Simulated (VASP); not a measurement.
**Band-structure run of ZrS2**

ZrS2 (3 atoms in the cell), computed with Kohn-Sham DFT of a periodic cell, LDA, VASP PAW LDA potentials, recommended, no spin polarisation (VASP 6.6.1).

The structure derives from a Materials Project entry.

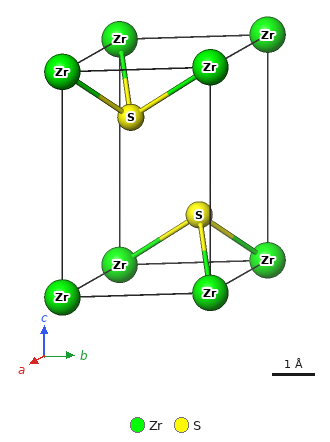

Figure 1. The structure as given in the input (ball-and-stick view of the cell of the calculation, seen slightly off an axis). Near neighbours in the crystal (not all of them lie inside the picture): Zr has 6 S at 2.54 Å; S has 3 Zr at 2.54 Å.

Key numbers

| quantity | value |
| --- | --- |
| outcome | converged |
| space group (tolerance 0.01 Å) | P-3m1 (164) |
| electrons treated | 24 |
| free energy | −23.2950 eV |
| Fermi energy of the self-consistent step | 5.659 eV |
| gap on the k-point mesh | 0.44 eV |
| gap on the band path | 0.44 eV |
| pressure | −0.11 GPa |
| largest force (length of the vector) | 0.002 eV/Å |
| hardware | 1 thread of Intel Xeon (Granite Rapids), 64 GiB of memory available, shared host |
| wall time | 17 s |
| peak memory | 0.13 GiB |

INCAR
```
  ALGO = Normal
  EDIFF = 1E-6
  ENCUT = 300
  GGA = CA
  ISIF = 2
  ISMEAR = 0
  LASPH = True
  LCHARG = False
  LMAXMIX = 4
  LREAL = False
  LWAVE = False
  NELM = 80
  PREC = Accurate
  SIGMA = 0.02
```

KPOINTS
```
k-points
0
Gamma
  4 4 2
```

KPOINTS_OPT
```
path GMKGALHA,LM,KH
20
line-mode
reciprocal
 0.0000000000  0.0000000000  0.0000000000  G
 0.5000000000  0.0000000000  0.0000000000  M

 0.5000000000  0.0000000000  0.0000000000  M
 0.3333333333  0.3333333333  0.0000000000  K

 0.3333333333  0.3333333333  0.0000000000  K
 0.0000000000  0.0000000000  0.0000000000  G

 0.0000000000  0.0000000000  0.0000000000  G
 0.0000000000  0.0000000000  0.5000000000  A

 0.0000000000  0.0000000000  0.5000000000  A
 0.5000000000  0.0000000000  0.5000000000  L

 0.5000000000  0.0000000000  0.5000000000  L
 0.3333333333  0.3333333333  0.5000000000  H

 0.3333333333  0.3333333333  0.5000000000  H
 0.0000000000  0.0000000000  0.5000000000  A

 0.5000000000  0.0000000000  0.5000000000  L
 0.5000000000  0.0000000000  0.0000000000  M

 0.3333333333  0.3333333333  0.0000000000  K
 0.3333333333  0.3333333333  0.5000000000  H
```

POSCAR
```
ZrS2                                    
1.0
    3.6121476951     -0.0000000001     -0.0000000000
   -1.8060738428      3.1282116631      0.0000000000
   -0.0000000000     -0.0000000000      5.6192809029
  Zr              S             
     1     2
Direct
     0.0000000000000000    0.0000000000000000    0.0000000000000000
     0.6666666699999979    0.3333333300000021    0.7435219026007009
     0.3333333300000021    0.6666666699999979    0.2564780973992990
```

Command:
```bash
cat potpaw_LDA.64/Zr_sv/POTCAR potpaw_LDA.64/S/POTCAR > POTCAR
mpirun -np 1 vasp_std > vasp.out
```

OSZICAR
```
N       E                     dE             d eps       ncg     rms          rms(c)
DAV:   1     0.116175031317E+03    0.11618E+03   -0.93292E+03   264   0.926E+02
DAV:   2    -0.197048971991E+02   -0.13588E+03   -0.13354E+03   344   0.254E+02
DAV:   3    -0.252526975199E+02   -0.55478E+01   -0.55427E+01   464   0.499E+01
DAV:   4    -0.253146599441E+02   -0.61962E-01   -0.61956E-01   344   0.497E+00
DAV:   5    -0.253159551994E+02   -0.12953E-02   -0.12952E-02   408   0.605E-01    0.181E+01
DAV:   6    -0.233992739027E+02    0.19167E+01   -0.77195E+00   280   0.158E+01    0.879E+00
DAV:   7    -0.233041412971E+02    0.95133E-01   -0.67420E-01   384   0.472E+00    0.370E+00
DAV:   8    -0.232964144460E+02    0.77269E-02   -0.68541E-02   328   0.170E+00    0.748E-01
DAV:   9    -0.232950877387E+02    0.13267E-02   -0.82849E-03   352   0.629E-01    0.380E-01
DAV:  10    -0.232950566357E+02    0.31103E-04   -0.18355E-03   328   0.300E-01    0.172E-01
[... 177 further cycles ...]
DAV:   7    -0.168453206456E+04   -0.73030E-05      392
DAV:   8    -0.168453206472E+04   -0.15453E-06      224
       N       E                     dE             ncg
DAV:   1     0.244178624589E+04   -0.32241E+04      128
DAV:   2     0.192419465289E+04   -0.51759E+03      168
DAV:   3     0.190417981405E+04   -0.20015E+02      192
DAV:   4     0.190379670237E+04   -0.38311E+00      160
DAV:   5     0.190378203671E+04   -0.14666E-01      192
DAV:   6     0.190378178736E+04   -0.24935E-03      168
DAV:   7     0.190378178269E+04   -0.46717E-05      192
DAV:   8     0.190378178258E+04   -0.10769E-06      136
```

Parts of OUTCAR
```
EDIFF = 1E-6
   ENCUT = 300
   GGA = CA
   ISIF = 2
   ISMEAR = 0
   LASPH = True
   LREAL = False
   NELM = 80
   PREC = Accurate

 ion  position               nearest neighbor table
   1  0.000  0.000  0.000-   2 2.54   3 2.54   3 2.54   2 2.54   2 2.54   3 2.54
   2  0.667  0.333  0.744-   1 2.54   1 2.54   1 2.54
   3  0.333  0.667  0.256-   1 2.54   1 2.54   1 2.54

  LATTYP: Found a hexagonal cell.
 ALAT       =     3.6121476951
 C/A-ratio  =     1.5556619987

  Lattice vectors:

 A1 = (   3.6121476951,  -0.0000000001,   0.0000000000)
 A2 = (  -1.8060738428,   3.1282116631,   0.0000000000)
 A3 = (   0.0000000000,   0.0000000000,   5.6192809029)

Analysis of symmetry for initial positions (statically):
=====================================================================
 Subroutine PRICEL returns:
 Original cell was already a primitive cell.

 Routine SETGRP: Setting up the symmetry group for a
 hexagonal supercell.

 Subroutine GETGRP returns: Found 12 space group operations
 (whereof 12 operations were pure point group operations)
 out of a pool of 24 trial point group operations.

The static configuration has the point symmetry D_3d.

Analysis of symmetry for dynamics (positions and initial velocities):
=====================================================================
 Subroutine PRICEL returns:
 Original cell was already a primitive cell.

 Routine SETGRP: Setting up the symmetry group for a
 hexagonal supercell.

 Subroutine GETGRP returns: Found 12 space group operations
 (whereof 12 operations were pure point group operations)
 out of a pool of 24 trial point group operations.

The dynamic configuration has the point symmetry D_3d.

 Subroutine INISYM returns: Found 12 space group operations
 (whereof 12 operations are pure point group operations),
 and found     1 'primitive' translations

----------------------------------------------------------------------------------------

                                     Primitive cell

  volume of cell :      63.4954

  direct lattice vectors                    reciprocal lattice vectors
     3.612147695 -0.000000000  0.000000000     0.276843608  0.159835731  0.000000000
    -1.806073843  3.128211663  0.000000000     0.000000000  0.319671463  0.000000000
     0.000000000  0.000000000  5.619280903     0.000000000  0.000000000  0.177958713

  length of vectors
     3.612147695  3.612147690  5.619280903     0.319671463  0.319671463  0.177958713

  position of ions in fractional coordinates (direct lattice)
     0.000000000  0.000000000  0.000000000
     0.666666670  0.333333330  0.743521903
     0.333333330  0.666666670  0.256478097

  ion indices of the primitive-cell ions
   primitive index   ion index
                 1           1
                 2           2
                 3           3

----------------------------------------------------------------------------------------

 KPOINTS: k-points

Automatic generation of k-mesh.
 Grid dimensions read from file:
 generate k-points for:    4    4    2

 Generating k-lattice:

  Cartesian coordinates                     Fractional coordinates (reciprocal lattice)
     0.069210902  0.039958933  0.000000000     0.250000000 -0.000000000  0.000000000
     0.000000000  0.079917866  0.000000000     0.000000000  0.250000000  0.000000000
     0.000000000  0.000000000  0.088979357     0.000000000  0.000000000  0.500000000

  Length of vectors
     0.079917866  0.079917866  0.088979357

  Shift w.r.t. Gamma in fractional coordinates (k-lattice)
     0.000000000  0.000000000  0.000000000

 Subroutine IBZKPT returns following result:
 ===========================================

 Found      8 irreducible k-points:

 Following reciprocal coordinates:
            Coordinates               Weight
  0.000000  0.000000  0.000000      1.000000
  0.250000  0.000000  0.000000      6.000000
  0.500000  0.000000  0.000000      3.000000
  0.250000  0.250000  0.000000      6.000000
  0.000000  0.000000  0.500000      1.000000
  0.250000  0.000000  0.500000      6.000000
  0.500000  0.000000  0.500000      3.000000
  0.250000  0.250000  0.500000      6.000000
   k-points           NKPTS =      8   k-points in BZ     NKDIM =      8   number of bands    NBANDS=     16
   number of dos      NEDOS =    301   number of ions     NIONS =      3
   total plane-waves  NPLWV =  12800
   dimension x,y,z NGX =    20 NGY =   20 NGZ =   32
   dimension x,y,z NGXF=    40 NGYF=   40 NGZF=   64
   ions per type =               1   2
   NGX,Y,Z   is equivalent  to a cutoff of   9.20,  9.20,  9.47 a.u.
   NGXF,Y,Z  is equivalent  to a cutoff of  18.41, 18.41, 18.93 a.u.
 SYSTEM =  unknown system
   PREC   = accura    normal or accurate (medium, high low for compatibility)
   ISTART =      0    job   : 0-new  1-cont  2-samecut
   ICHARG =      2    charge: 1-file 2-atom 10-const
   ISPIN  =      1    spin polarized calculation?
   LNONCOLLINEAR =      F non collinear calculations
   LSORBIT =      F    spin-orbit coupling
   LASPH  =      T    aspherical Exc in radial PAW
   ENCUT  =  300.0 eV  22.05 Ry    4.70 a.u.   5.10  5.10  7.94*2*pi/ulx,y,z
   NELM   =     80;   NELMIN=  2; NELMDL= -5     # of ELM steps
   EDIFF  = 0.1E-05   stopping-criterion for ELM
   LREAL  =      F    real-space projection
   EDIFFG = 0.1E-04   stopping-criterion for IOM
   NSW    =      0    number of steps for IOM
   IBRION =     -1    ionic relax: 0-MD 1-quasi-New 2-CG
   NFREE  =      0    steps in history (QN), initial steepest desc. (CG)
   ISIF   =      2    stress and relaxation
   ISYM   =      2    0-nonsym 1-usesym 2-fastsym
   POTIM  = 0.5000    time-step for ionic-motion
   TEBEG  =    0.0;   TEEND  =   0.0 temperature during run
   PSTRESS=    0.0 pullay stress
   NELECT =      24.0000    total number of electrons
   NUPDOWN=      -1.0000    fix difference up-down
   EMIN   =  10.00;   EMAX   =-10.00  energy-range for DOS
   EFERMI =   0.00;   METHOD = LEGACY
   ISMEAR =     0;   SIGMA  =   0.02  broadening in eV -4-tet -1-fermi 0-gaus
   EFERMI_NEDOS =   21; number of points for ismear=-14 and -15
   IALGO  =     38    algorithm
   IMIX   =      4    mixing-type and parameters
     AMIX     =   0.40;   BMIX     =  1.00
     AMIX_MAG =   1.60;   BMIX_MAG =  1.00
  volume/ion in A,a.u.               =      21.17       142.83
  Fermi-wavevector in a.u.,A,eV,Ry     =   1.183671  2.236814 19.062820  1.401078
  Thomas-Fermi vector in A             =   2.319901
   LORBIT       =      0    0 simple, 1 ext, 2 COOP (PROOUT), +10 PAW based schemes
   GGA     = CA    functional components
   LHFCALC =     F    Hartree Fock is set to
   AEXX    =    0.0000 exact exchange contribution
   IVDW    =     0    specifies the selected vdW correction
   LEPSILON=     F    determine dielectric tensor
   LRPA    =     F    only Hartree local field effects (RPA)
 non-spin polarized calculation
 Gauss-broadening in eV      SIGMA  =   0.02
  energy-cutoff  :      300.00
  volume of cell :       63.50
 maximum number of plane-waves:       756
   NGX = 11   NGY = 11   NGZ = 15

 number of electron      24.0000007 magnetization

 Free energy of the ion-electron system (eV)
  ---------------------------------------------------
  ext. energy  EPLUGINS =         0.00000000
  ---------------------------------------------------
  free energy    TOTEN  =       -23.29501048 eV

  energy without entropy =      -23.29501048  energy(sigma->0) =      -23.29501048

 E-fermi :   5.6587     XC(G=0): -10.2985     alpha+bet :-12.2894

 val. band max:        5.5525177825   @ k =   0.0000   0.0000   0.0000
 cond. band min:       5.9901531907   @ k =   0.5000   0.0000   0.5000
 fundamental gap:      0.4376354082
 Fermi energy:         5.6586979637

 k-point     1 :       0.0000    0.0000    0.0000
  band No.  band energies     occupation
      1     -43.3178      2.00000
      2     -21.5972      2.00000
      3     -21.4053      2.00000
      4     -21.4053      2.00000
      5      -7.6293      2.00000
      6      -5.8316      2.00000
      7       0.4427      2.00000
      8       2.3675      2.00000
      9       2.3675      2.00000
     10       5.2598      2.00000
     11       5.2598      2.00000
     12       5.5525      2.00000
     13       6.7476      0.00000
     14       6.7476      0.00000
     15       7.5053      0.00000
     16      10.1531      0.00000

 k-point     2 :       0.2500    0.0000    0.0000
  band No.  band energies     occupation
      1     -43.3053      2.00000
      2     -21.5730      2.00000
      3     -21.5573      2.00000
      4     -21.4402      2.00000
      5      -7.0029      2.00000
      6      -6.0150      2.00000
      7       1.2840      2.00000
      8       2.0792      2.00000
      9       2.6730      2.00000
     10       2.6790      2.00000
     11       4.2144      2.00000
     12       4.7873      2.00000
     13       6.5768      0.00000
     14       7.9234      0.00000
     15       8.2051      0.00000
     16      10.3917      0.00000

 k-point     3 :       0.5000    0.0000    0.0000
  band No.  band energies     occupation
      1     -43.2929      2.00000
      2     -21.7271      2.00000
      3     -21.5236      2.00000
      4     -21.4752      2.00000
      5      -6.4354      2.00000
      6      -5.9977      2.00000
      7       0.6379      2.00000
      8       2.5875      2.00000
      9       2.6718      2.00000
     10       2.7361      2.00000
     11       3.2027      2.00000
     12       3.9563      2.00000
     13       6.2183      0.00000
     14       8.5972      0.00000
     15       8.9427      0.00000
     16      11.2876      0.00000

 k-point     4 :       0.2500    0.2500    0.0000
  band No.  band energies     occupation
      1     -43.2930      2.00000
      2     -21.6652      2.00000
      3     -21.5422      2.00000
      4     -21.5221      2.00000
      5      -6.2780      2.00000
      6      -6.1560      2.00000
      7       1.3635      2.00000
      8       1.9120      2.00000
      9       2.2634      2.00000
     10       2.7604      2.00000
     11       3.0390      2.00000
     12       4.0604      2.00000
     13       7.2632      0.00000
     14       8.2384      0.00000
     15       8.7052      0.00000
     16       9.9317      0.00000

 k-point     5 :       0.0000    0.0000    0.5000
  band No.  band energies     occupation
      1     -43.3177      2.00000
      2     -21.5985      2.00000
      3     -21.4051      2.00000
      4     -21.4051      2.00000
      5      -7.1810      2.00000
      6      -6.5056      2.00000
      7       1.9685      2.00000
      8       2.4356      2.00000
      9       2.4356      2.00000
     10       3.1742      2.00000
     11       5.0205      2.00000
     12       5.0205      2.00000
     13       6.6843      0.00000
     14       6.6843      0.00000
     15       7.9425      0.00000
     16      10.7884      0.00000

 k-point     6 :       0.2500    0.0000    0.5000
  band No.  band energies     occupation
      1     -43.3054      2.00000
      2     -21.5731      2.00000
      3     -21.5580      2.00000
      4     -21.4404      2.00000
      5      -6.6519      2.00000
      6      -6.4254      2.00000
      7       1.2550      2.00000
      8       2.0455      2.00000
      9       2.6306      2.00000
     10       3.1918      2.00000
     11       4.2523      2.00000
     12       4.4763      2.00000
     13       6.4994      0.00000
     14       8.0247      0.00000
     15       8.6024      0.00000
     16       9.8534      0.00000

 k-point     7 :       0.5000    0.0000    0.5000
  band No.  band energies     occupation
      1     -43.2930      2.00000
      2     -21.7272      2.00000
      3     -21.5249      2.00000
      4     -21.4751      2.00000
      5      -6.5883      2.00000
      6      -5.7945      2.00000
      7       0.4787      2.00000
      8       1.7273      2.00000
      9       2.4745      2.00000
     10       2.8899      2.00000
     11       4.4133      2.00000
     12       4.6675      2.00000
     13       5.9902      0.00000
     14       8.5831      0.00000
     15       8.9329      0.00000
     16      10.4952      0.00000

 k-point     8 :       0.2500    0.2500    0.5000
  band No.  band energies     occupation
      1     -43.2930      2.00000
      2     -21.6650      2.00000
      3     -21.5420      2.00000
      4     -21.5228      2.00000
      5      -6.3530      2.00000
      6      -6.0745      2.00000
      7       1.2671      2.00000
      8       1.3388      2.00000
      9       2.8406      2.00000
     10       2.8576      2.00000
     11       3.4639      2.00000
     12       3.9895      2.00000
     13       7.3253      0.00000
     14       7.6028      0.00000
     15       8.7590      0.00000
     16      10.2830      0.00000

------------------------ aborting loop because EDIFF is reached ----------------------------------------

  FORCE on cell =-STRESS in cart. coord.  units (eV):
  Direction    XX          YY          ZZ          XY          YZ          ZX
  --------------------------------------------------------------------------------------
  -------------------------------------------------------------------------------------
  Total       -0.0328359     -0.0328359     -0.0605170     -0.0000000      0.0000000     -0.0000000
  in kB       -0.8285463     -0.8285463     -1.5270239     -0.0000000      0.0000000     -0.0000000
  external PRESSURE =      -1.0613722 kB  Pullay stress =       0.0000000 kB

 VOLUME and BASIS-vectors are now :
 -----------------------------------------------------------------------------
  energy-cutoff  :      300.00
  volume of cell :       63.50
      direct lattice vectors                 reciprocal lattice vectors
     3.612147695 -0.000000000  0.000000000     0.276843608  0.159835731  0.000000000
    -1.806073843  3.128211663  0.000000000     0.000000000  0.319671463  0.000000000
     0.000000000  0.000000000  5.619280903     0.000000000  0.000000000  0.177958713

 POSITION                                       TOTAL-FORCE (eV/Angst)
 -----------------------------------------------------------------------------------
      0.00000      0.00000      0.00000         0.000000      0.000000     -0.000000
      1.80607      1.04274      4.17806         0.000000      0.000000     -0.001776
     -0.00000      2.08547      1.44122        -0.000000      0.000000      0.001776
 -----------------------------------------------------------------------------------
    total drift:                                0.000000      0.000000      0.000000

  FREE ENERGIE OF THE ION-ELECTRON SYSTEM (eV)
  ---------------------------------------------------
  free  energy   TOTEN  =       -23.2950104841 eV

  energy  without entropy=      -23.2950104841  energy(sigma->0) =      -23.29501048
```

CONTCAR
```
ZrS2
   1.00000000000000
     3.6121476951000000   -0.0000000001000000    0.0000000000000000
    -1.8060738428000001    3.1282116631000001    0.0000000000000000
     0.0000000000000000    0.0000000000000000    5.6192809028999999
  Zr              S
     1     2
Direct
     0.0000000000000000    0.0000000000000000    0.0000000000000000
     0.6666666699999979    0.3333333300000021    0.7435219026006976
     0.3333333300000021    0.6666666699999979    0.2564780973993024

  0.00000000E+00  0.00000000E+00  0.00000000E+00
  0.00000000E+00  0.00000000E+00  0.00000000E+00
  0.00000000E+00  0.00000000E+00  0.00000000E+00
```
